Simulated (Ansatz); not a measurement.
**I: density, localisation and related maps**

The calculation's input:

```
crystal:
  lattice:
    - [2.5383465792, -3.7066249365, 0.0]
    - [2.5383465792, 3.7066249365, 0.0]
    - [-1.620874837, 0.0, 2.3810977968]
  atoms:
    - { symbol: I, position: [0.5, 0.5, 0.5] }
hamiltonian:
  xc: pbe
  pseudopotentials: { kind: paw }
kpoints:
  mp_grid: { grid: [7, 7, 11] }
scf:
  occupations: { method: fermi_dirac, width: 0.05 }
output:
  forces: true
  stress: true
  eigenvalues: true
  write_density: true
  write_potential: true
  elf: true
  volumetric_format: npy
```

Launched as:

```sh
ansatz run input.yaml --threads 2 --pin off --max-ram 5120MiB --backend cpu --events-out ev --progress --plain --runs-dir out
```

Below, planes, directions and counts refer to the conventional cell (a = 5.08 Å, b = 7.41 Å, c = 2.88 Å, α = 90.00°, β = 124.24°, γ = 90.00°).

Space group C2/m; a structure from a database of computed crystals, not necessarily the ambient phase.

These are results of Kohn-Sham DFT of a periodic cell, PBE, Ansatz PAW in Ansatz 0.2.0, not measurements.

The density is the valence pseudo-density of a PAW calculation; it isn't the true density close to the nuclei.

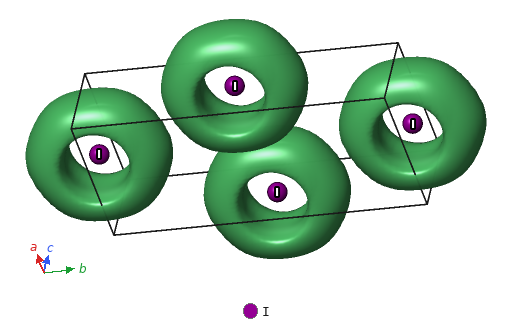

Figure 1. Isosurface of the electron localisation function at 0.65 (green), seen at an oblique angle. Only the valence region is drawn (cores and ρ < 0.01 e/Å³ removed).

Question: Describe the localisation domains.

Answer: At this value the surface marks out two regions wrapped around I (the valence shell of each), counted in one cell of 2 atoms. Regions shared between cells count once. Profiles from the grid: I–I (2.88 Å): the ELF is about 0.45 at the midpoint.

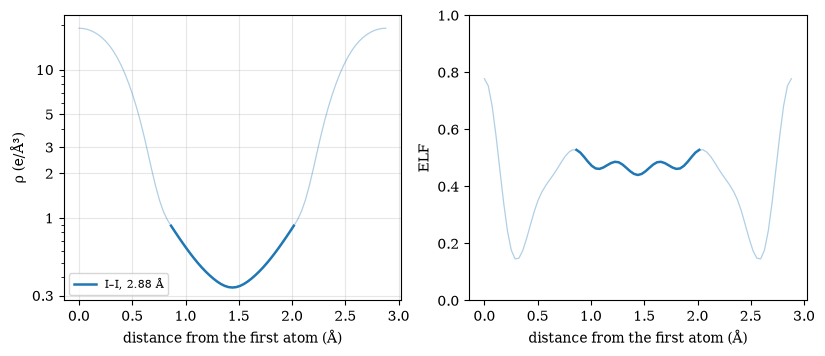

Figure 2. Valence electron density and ELF along straight lines between neighbouring atoms. Thin, pale parts lie inside the atomic spheres.

Question: What can be read from the curves?

Answer: I–I (2.88 Å): the density is about 0.34 e/Å³ at the midpoint; the ELF is about 0.45 at the midpoint.

Question: Metal or insulator at this level of theory?

Answer: It is gapless in this calculation (a metal or semimetal).
